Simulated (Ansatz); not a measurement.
System: zincblende InP, space group F-43m, 2 atoms in the primitive cell, relaxed with r2SCAN; cubic a = 5.908 Å. Starting point: PBE, Ansatz PAW set, no spin polarisation, no spin-orbit coupling, 6×6×6 k mesh, 420 eV cutoff, fixed occupations (Ansatz). Many-body step: G0W0 with empty bands 153, screening cutoff 120 eV and frequency treatment contour deformation.

In PBE the smallest gap over these k points is 0.58 eV, with direct gaps of 0.58 eV at Γ, 2.38 eV at L and 4.04 eV at X.

**What does G0W0 give?**

Over the k points that were corrected, the smallest gap goes from 0.58 eV in PBE (direct at Γ) to 1.06 eV in G0W0 (direct at Γ), a change of +0.48 eV (+83 %). Counted from the valence top, the lowest empty level moves by +0.48 eV at Γ, +0.48 eV at L and +0.29 eV at X; over the 9 points that were corrected the shifts run from +0.29 to +0.56 eV: a spread of 0.27 eV on a mean of 0.46 eV, so one scissor shift doesn't describe this level. Only two empty levels a point were corrected, so a higher one could drop under them. The top filled level also moves against the valence top, by −0.10 eV at X. Down to 2.2 eV under the top, the filled levels drop by about 0.04 eV more for each eV of depth, so the valence band is stretched by about 4 %.

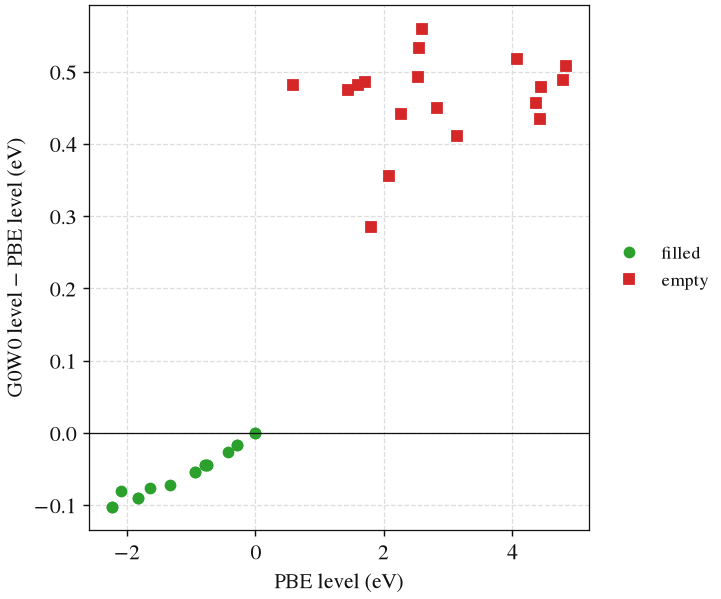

Change of each level from PBE to G0W0 against its PBE energy, both sets counted from their own valence top.

| k point | PBE direct gap (eV) | G0W0 direct gap (eV) |
| --- | --- | --- |
| Γ | 0.58 | 1.06 |
| L | 2.38 | 2.91 |
| X | 4.04 | 4.43 |

The filled d shell of In makes such GW gaps lie low. The GW screening of so narrow a gap isn't settled on this k mesh. Spin-orbit coupling is left out, which matters for In. The k mesh is thin for GW. Bands, cutoffs and mesh are finite, so these values aren't at the basis limit.
